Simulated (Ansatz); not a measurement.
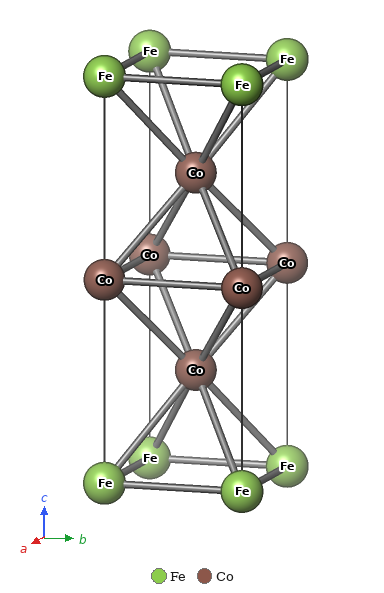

Drawn in the ball-and-stick manner and seen slightly off an axis. The parallelepiped is the conventional unit cell. Cell: a = 2.50 Å, b = 2.50 Å, c = 7.14 Å, α = 90.00°, β = 90.00°, γ = 90.00°.

Origin of the cell: a structure listed in the Materials Project. Earlier steps of the study may have refined or changed the cell and positions. It was run through Ansatz as a DFT input.

**Describe the arrangement of the atoms.**

The stoichiometry is FeCo3. The atoms follow space group P4/mmm (No. 123); the Bravais lattice is primitive tetragonal. In the cell are 1 Fe, 3 Co, which makes 1 formula unit. Fe is surrounded by eight Co and four Fe in a cuboctahedral arrangement (about 2.5 Å to Co, 2.5 Å to Fe). Co takes two kinds of site: 2h with eight Co and four Fe in a cuboctahedral arrangement (about 2.5 Å to Co, 2.5 Å to Fe); 1b with twelve Co in a cuboctahedral arrangement at about 2.5 Å. The bonds build a three-dimensional framework.

Computational set-up: DFT LDA, scalar-relativistic, plane waves, PAW in Ansatz 0.2.0, a cutoff energy of 420 eV, k-mesh 16×16×6, Gaussian smearing of 0.1 eV, collinear spins.

**Which atoms carry magnetic moments in this run, and how do they order?**

The state reached is ferromagnetic. Sizes: Fe 2.5 μB and Co 1.6 to 1.7 μB; net moment 7.3 μB in the run's cell of 4 atoms.

**What does the calculation say: metal or gapped?**

A metal: bands cross the Fermi level.

**What does a Bader analysis give?**

Fe +0.13 e; Co -0.06 to 0.00 e.

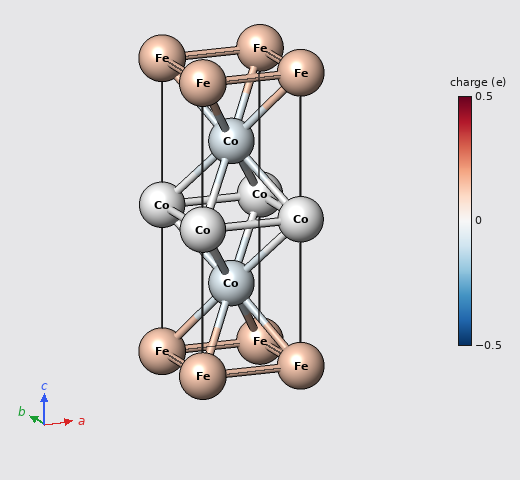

The atoms coloured by those charges. The run's cell of 4 atoms is drawn.

**Has the structure come to rest?**

No. All forces vanish to within 0.01 eV/Å. The pressure is -18.0 GPa, so the cell would contract.
